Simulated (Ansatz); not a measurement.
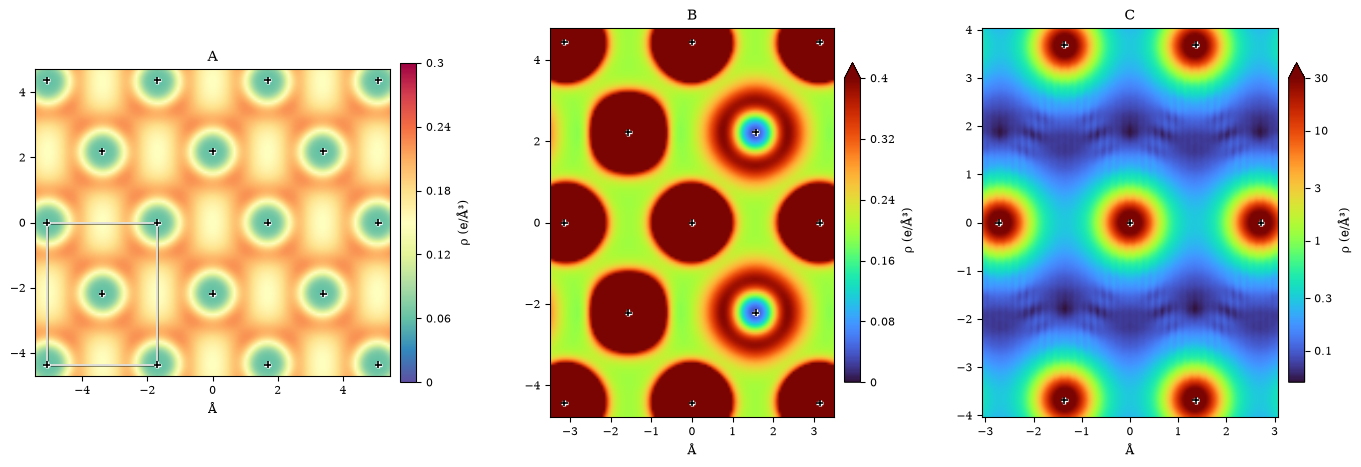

The valence charge density (pseudo) of 3 systems, each on a plane through atoms (crosses mark nuclei in the plane).

Method: Ansatz 0.2.0, DFT r2SCAN, scalar-relativistic, plane waves, PAW.

System 1: Ti$_{3}$Si, the (101) plane of the conventional cell. Space group Fm-3m; a structure from a database of computed crystals, not necessarily the ambient phase; spin-polarised.

```xyz
16
Lattice="6.2768 0.0000 0.0000 0.0000 6.2768 0.0000 0.0000 0.0000 6.2768" Properties=species:S:1:pos:R:3 pbc="T T T"
Ti    4.7076    1.5692    1.5692
Ti    1.5692    4.7076    1.5692
Ti    1.5692    1.5692    4.7076
Ti    4.7076    4.7076    4.7076
Ti    1.5692    1.5692    1.5692
Ti    4.7076    4.7076    1.5692
Ti    4.7076    1.5692    4.7076
Ti    1.5692    4.7076    4.7076
Ti    0.0000    0.0000    0.0000
Ti    3.1384    3.1384    0.0000
Ti    3.1384    0.0000    3.1384
Ti    0.0000    3.1384    3.1384
Si    3.1384    0.0000    0.0000
Si    0.0000    3.1384    0.0000
Si    0.0000    0.0000    3.1384
Si    3.1384    3.1384    3.1384
```

System 2: Ge, the (110) plane of the conventional cell. Space group I4₁/amd; a structure from a database of computed crystals, not necessarily the ambient phase.

```yaml
crystal:
  lattice:
    - [5.21952, 0.00000, 0.00000]
    - [0.00000, 5.21952, 0.00000]
    - [0.00000, 0.00000, 2.71979]
  atoms:
    - { symbol: Ge, position: [0.50000, 0.00000, 0.25000] }
    - { symbol: Ge, position: [0.00000, 0.50000, 0.75000] }
    - { symbol: Ge, position: [0.00000, 0.00000, 0.50000] }
    - { symbol: Ge, position: [0.50000, 0.50000, 0.00000] }
```

System 3: Al, the (11̄0) plane of the conventional cell. Space group I4/mmm; a structure from a database of computed crystals, not necessarily the ambient phase; computed without spin polarisation.

```
CELL_PARAMETERS angstrom
3.08292 0.00000 0.00000
0.00000 3.08292 0.00000
0.00000 0.00000 3.39121
ATOMIC_POSITIONS crystal
Al 0.00000 0.00000 0.00000
Al 0.50000 0.50000 0.50000
```

**Which map belongs to which system?**

Panel A is system 3, Al: the plane holds Al. Al–Al (2.76 Å): the density is about 0.22 e/Å³ at the midpoint. Panel B is system 1, Ti$_{3}$Si: the plane holds Ti and Si. Ti–Ti (2.72 Å): ρ is about 0.22 e/Å³ halfway. Panel C is system 2, Ge: the plane holds Ge. Ge–Ge (2.72 Å): ρ is about 0.3 e/Å³ halfway.
